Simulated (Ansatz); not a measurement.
## What a change does: geometry relaxation on Ti

System: Ti (P6/mmm, 3 atoms in the cell).
Method of run 1: Kohn-Sham DFT of a periodic cell, LDA, all-electron LAPW, scalar-relativistic, no spin polarisation (Ansatz 0.2.0).

The structure derives from a Materials Project entry. Text and figures count atoms from 1; the logs count them from 0 in places.

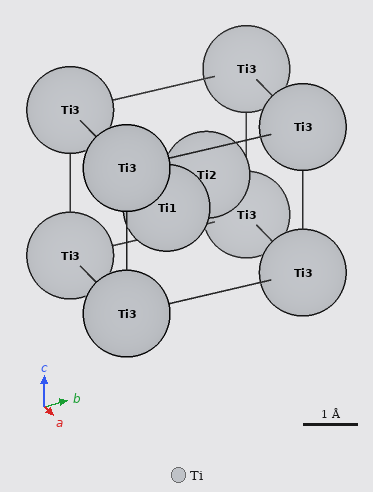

The starting structure (spheres-only view of the cell of the calculation, seen slightly off an axis; atoms are numbered from 1 in the order of the input). An atom can appear more than once, as a periodic image.

### Input file, run 1
```yaml
crystal:
  lattice:
    - [4.5673748306, 0.0, 0.0]
    - [-2.2836874153, 3.9554626319, 0.0]
    - [0.0, 0.0, 2.82624427]
  atoms:
    - { symbol: Ti, position: [0.6666666667, 0.3333333333, 0.5] }
    - { symbol: Ti, position: [0.3333333333, 0.6666666667, 0.5] }
    - { symbol: Ti, position: [0.0, 0.0, 0.0] }
kpoints:
  mp_grid: { grid: [7, 7, 9] }
scf:
  occupations: { method: fermi_dirac, width: 0.05 }
hamiltonian:
  xc: lda
  pseudopotentials: { kind: all_electron, lapw: { basis_error: 0.002 } }
output:
  forces: true
  stress: true
relax:
  f_tol: 0.005
  max_steps: 60
  cell: {}
```

Command:
```bash
ansatz run input.yaml --threads 2 --pin off --max-ram 6144MiB --backend cpu --events-out ev --progress --plain --runs-dir out
```

Hardware: 2 threads of Intel Xeon @ 2.50GHz (Skylake/Cascade Lake), 189 GiB of memory available, shared host.

### Output, shortened to warnings, some set-up lines, iterations and results (run 1)
```
Basis set: ecut = 254.61421092402202 eV, 445 PW (Γ), exchange–correlation at level 2
Symmetry: 24 space group operations
k-points: 40 of 441
Initial density: superposition of atomic densities (chi_scale 0.1, normalization cell)
[...]
SCF iter   1: F=—  HF=-69552.776638 eV  |F-HF|=—  |Δ(HF+E_count)|=         —  Δρ=3.40e-2  dr2=6.79e-1  ethr=1.88e-3  ⟨swp⟩=2.0  Hψ=6240  notcnv=0
SCF iter   2: F=—  HF=-69552.492676 eV  |F-HF|=—  |Δ(HF+E_count)|=   2.84e-1  Δρ=4.20e-2  dr2=2.79e0  ethr=1.88e-3  ⟨swp⟩=3.2  Hψ=3385  notcnv=0  recentre
SCF iter   3: F=—  HF=-69552.644962 eV  |F-HF|=—  |Δ(HF+E_count)|=   1.52e-1  Δρ=4.40e-2  dr2=2.79e0  ethr=1.88e-3  ⟨swp⟩=3.4  Hψ=3313  notcnv=0
SCF iter   4: F=—  HF=-69552.200087 eV  |F-HF|=—  |Δ(HF+E_count)|=   4.45e-1  Δρ=1.08e-2  dr2=1.01e-1  ethr=1.88e-3  ⟨swp⟩=3.0  Hψ=3188  notcnv=0
SCF iter   5: F=—  HF=-69552.354652 eV  |F-HF|=—  |Δ(HF+E_count)|=         —  Δρ=3.19e-2  dr2=1.48e0  ethr=2.81e-4  ⟨swp⟩=3.2  Hψ=3336  notcnv=0  defer=1
[... 38 lines ...]
SCF iter   1: F=—  HF=-69552.278425 eV  |F-HF|=—  |Δ(HF+E_count)|=         —  Δρ=6.65e-6  dr2=2.27e-8  ethr=5.76e-11  ⟨swp⟩=5.2  Hψ=5237  notcnv=0  reapply=10
SCF iter   2: F=—  HF=-69552.278425 eV  |F-HF|=—  |Δ(HF+E_count)|=   5.87e-8  Δρ=1.81e-5  dr2=4.59e-7  ethr=5.76e-11  ⟨swp⟩=3.5  Hψ=3236  notcnv=0
SCF iter   3: F=-69552.278425 eV  HF=-69552.278425 eV  |F-HF|=1.00e-7  |Δ(HF+E_count)|=   4.52e-8  Δρ=7.37e-6  dr2=6.83e-8  ethr=5.76e-11  ⟨swp⟩=3.2  Hψ=3182  notcnv=0
SCF 6 converged in 3 iterations: F = -69552.278425 eV  dr2 = 6.83e-8
relax step   6: F+E_penalty+E_count = -69552.27842456 eV  Δ(F+E_penalty+E_count) = -1.902e-6 eV  max|allowed force component| = 1.480e-16 eV/Å  Δτ_max = 0.0000 Å  P = -0.011 …
basis re-selected at this cell: Δ(F+E_penalty+E_count) = -1.902e-6 eV, ΔP = -0.000 GPa vs the last step (what re-selecting the basis moved, after the strain that the cell walked since its last selection, with what the two solves' SCF thresholds leave and, on support functions, any second-order …
SCF converged after 3 iterations
Free energy (F): -69552.278425 eV
Harris-Foulkes:  -69552.278425 eV  (|F-HF|=1.00e-7)
Internal energy: -69552.254937 eV  (E = F + TS)
E sigma→0 (E₀):  -69552.266681 eV
Entropy (-TS):   -0.023488 eV (-7.829 meV/atom)
Fermi energy:    14.899054 eV
--- Per-component energies (eV) ---
  E_band       = -403.564897
  E_kinetic    = 70185.312634
  E_xc         = -3295.645424
  E_electrostatic = -136441.922147  (all electrons and nuclei)
  E_smearing   = -0.023488  (= −TS)
  E_closure    = 0.000000  (closes the sum)
  E_atoms      = -69529.671298  (free atoms, spherical and without spin; not in F)
  Σ components = -69552.278425   (vs F -69552.278425, Δ=0.00e0)
  Basis errors (estimates in eV, not in F): energy 4.8e-4 per atom: plane waves 4.2e-4 (2.4e-4 summed), levels above the bands 4.7e-12, relativity 8.2e-9, radial functions 5.1e-5, core shells 1.7e-6; eigenvalues (radial functions only) 5.0e-7; not estimated: angular momenta, meshes, grids; target …
--- Forces (eV/Å), atoms counted from 1 ---
  atom   1  Ti     0.00000000    -0.00000000     0.00000000
  atom   2  Ti    -0.00000000     0.00000000     0.00000000
  atom   3  Ti    -0.00000000    -0.00000000     0.00000000
  max |Σ_I F_I| component: 1.85e-17 eV/Å
--- Stress (GPa, compression-positive) ---
       -0.015660       0.000000       0.000000
       -0.000000      -0.015660       0.000000
        0.000000       0.000000      -0.000943
  P = ⅓ Tr σ = -0.0108 GPa (-0.108 kbar)
--- Relaxed structure (5 steps of the walk, 5 accepted, 1 SCFs on fresh bases) ---
  F+E_penalty+E_count = -69552.27842456 eV   max|allowed force component| = 1.480e-16 eV/Å   (the final SCF, on the basis selected at the relaxed cell)
  cell:  # Å, volume = 47.5450 Å³
    - [4.452631886780435, 0.0, 0.0]
    - [-2.2263159433902175, 3.8560923276524934, 0.0]
    - [0.0, 0.0, 2.769110158673287]
  atoms:
    - { symbol: Ti, position: [0.6666666666666666, 0.3333333333333333, 0.49999999999999994] }
    - { symbol: Ti, position: [0.3333333333333333, 0.6666666666666666, 0.49999999999999994] }
[...]
```

The input of run 2 differs as follows (lines with − go, lines with + come):
```diff
-  xc: lda
+  xc: blyp
```

Predict how the results change.

The total energies belong to different methods, so their difference says nothing on which is more stable or more accurate. The volume per atom goes from 15.85 to 17.54 Å³. The functional changes from LDA to BLYP. The SCF takes 30 iterations over all geometry steps against 36.

### Output, shortened to warnings, some set-up lines, iterations and results (run 2)
```
Basis set: ecut = 254.58883087307157 eV, 445 PW (Γ), exchange–correlation at level 2
Symmetry: 24 space group operations
k-points: 40 of 441
Initial density: superposition of atomic densities (chi_scale 0.1, normalization cell)
[...]
SCF iter   1: F=—  HF=-69719.034837 eV  |F-HF|=—  |Δ(HF+E_count)|=         —  Δρ=3.00e-2  dr2=6.32e-1  ethr=1.75e-3  ⟨swp⟩=2.0  Hψ=6232  notcnv=0
SCF iter   2: F=—  HF=-69719.131686 eV  |F-HF|=—  |Δ(HF+E_count)|=   9.68e-2  Δρ=5.30e-2  dr2=4.45e0  ethr=1.75e-3  ⟨swp⟩=3.2  Hψ=3372  notcnv=0  defer=1  recentre
SCF iter   3: F=—  HF=-69718.940043 eV  |F-HF|=—  |Δ(HF+E_count)|=   1.92e-1  Δρ=3.39e-2  dr2=1.49e0  ethr=1.75e-3  ⟨swp⟩=3.2  Hψ=3289  notcnv=0
SCF iter   4: F=—  HF=-69718.704231 eV  |F-HF|=—  |Δ(HF+E_count)|=   2.36e-1  Δρ=9.68e-3  dr2=7.74e-2  ethr=1.75e-3  ⟨swp⟩=2.9  Hψ=3118  notcnv=0  defer=1
SCF iter   5: F=—  HF=-69718.753930 eV  |F-HF|=—  |Δ(HF+E_count)|=         —  Δρ=1.61e-2  dr2=3.86e-1  ethr=2.15e-4  ⟨swp⟩=3.0  Hψ=3206  notcnv=0
[... 30 lines ...]
SCF iter   1: F=—  HF=-69718.723181 eV  |F-HF|=—  |Δ(HF+E_count)|=         —  Δρ=5.80e-6  dr2=3.15e-8  ethr=8.68e-11  ⟨swp⟩=4.4  Hψ=4410  notcnv=0  reapply=1
SCF iter   2: F=—  HF=-69718.723181 eV  |F-HF|=—  |Δ(HF+E_count)|=   2.00e-7  Δρ=2.57e-5  dr2=1.09e-6  ethr=8.68e-11  ⟨swp⟩=3.9  Hψ=3291  notcnv=0
SCF iter   3: F=-69718.723180 eV  HF=-69718.723180 eV  |F-HF|=5.83e-8  |Δ(HF+E_count)|=   1.07e-7  Δρ=5.32e-6  dr2=4.14e-8  ethr=8.68e-11  ⟨swp⟩=3.2  Hψ=3184  notcnv=0
SCF 5 converged in 3 iterations: F = -69718.723180 eV  dr2 = 4.14e-8
relax step   5: F+E_penalty+E_count = -69718.72318042 eV  Δ(F+E_penalty+E_count) = +1.262e-6 eV  max|allowed force component| = 1.665e-16 eV/Å  Δτ_max = 0.0000 Å  P = +0.011 …
basis re-selected at this cell: Δ(F+E_penalty+E_count) = +1.262e-6 eV, ΔP = -0.000 GPa vs the last step (what re-selecting the basis moved, after the strain that the cell walked since its last selection, with what the two solves' SCF thresholds leave and, on support functions, any second-order …
SCF converged after 3 iterations
Free energy (F): -69718.723180 eV
Harris-Foulkes:  -69718.723180 eV  (|F-HF|=5.83e-8)
Internal energy: -69718.698339 eV  (E = F + TS)
E sigma→0 (E₀):  -69718.710760 eV
Entropy (-TS):   -0.024841 eV (-8.280 meV/atom)
Fermi energy:    13.966758 eV
--- Per-component energies (eV) ---
  E_band       = -447.376956
  E_kinetic    = 70398.820877
  E_xc         = -3464.012027
  E_electrostatic = -136653.507189  (all electrons and nuclei)
  E_smearing   = -0.024841  (= −TS)
  E_closure    = 0.000000  (closes the sum)
  E_atoms      = -69701.778896  (free atoms, spherical and without spin; not in F)
  Σ components = -69718.723180   (vs F -69718.723180, Δ=0.00e0)
  Basis errors (estimates in eV, not in F): energy 5.0e-4 per atom: plane waves 4.3e-4 (2.4e-4 summed), levels above the bands 5.4e-11, relativity 6.3e-8, radial functions 7.1e-5, core shells 6.6e-7; eigenvalues (radial functions only) 5.9e-7; not estimated: angular momenta, meshes, grids; target …
--- Forces (eV/Å), atoms counted from 1 ---
  atom   1  Ti    -0.00000000     0.00000000    -0.00000000
  atom   2  Ti     0.00000000    -0.00000000     0.00000000
  atom   3  Ti     0.00000000    -0.00000000     0.00000000
  max |Σ_I F_I| component: 5.55e-17 eV/Å
--- Stress (GPa, compression-positive) ---
        0.023424      -0.000000       0.000000
       -0.000000       0.023424       0.000000
        0.000000       0.000000      -0.013486
  P = ⅓ Tr σ = 0.0111 GPa (0.111 kbar)
--- Relaxed structure (4 steps of the walk, 4 accepted, 1 SCFs on fresh bases) ---
  F+E_penalty+E_count = -69718.72318042 eV   max|allowed force component| = 1.665e-16 eV/Å   (the final SCF, on the basis selected at the relaxed cell)
  cell:  # Å, volume = 52.6320 Å³
    - [4.612677581475306, 0.0, 0.0]
    - [-2.306338790737653, 3.9946959650245795, 0.0]
    - [0.0, 0.0, 2.8563583232619183]
  atoms:
    - { symbol: Ti, position: [0.6666666666666666, 0.3333333333333333, 0.5] }
    - { symbol: Ti, position: [0.3333333333333333, 0.6666666666666666, 0.5] }
[...]
```

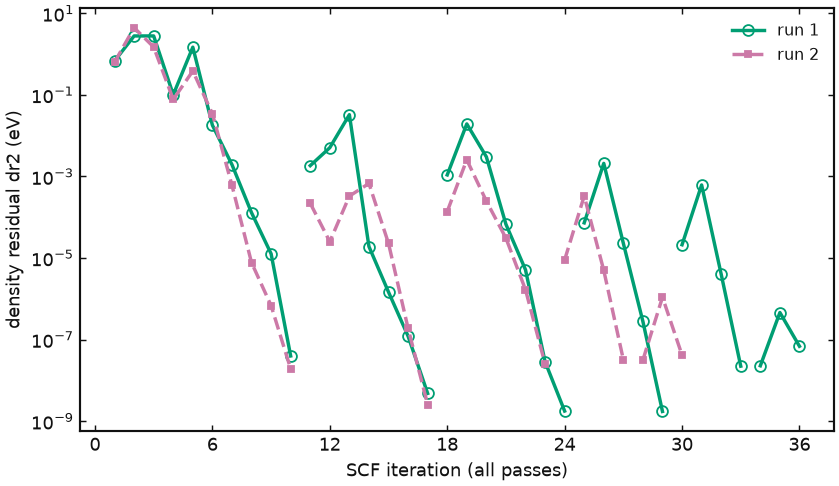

Convergence of the two runs: density residual dr2 against the SCF iteration. A break in a curve parts two SCF passes. Run 1 takes 36 iterations in all, and run 2 takes 30.

### The two runs side by side

```csv
quantity,run 1,run 2
outcome,converged,converged
free energy per atom (eV),−23184.0928,−23239.5744
"energy per atom, smearing taken to zero (eV)",−23184.0889,−23239.5703
pressure (GPa),−0.01,0.01
volume per atom (Å³),15.85,17.54
largest force (eV/Å),0.000,0.000
SCF iterations,36,30
irreducible k-points,40,40
wall time (shared host),64 s,60 s
```
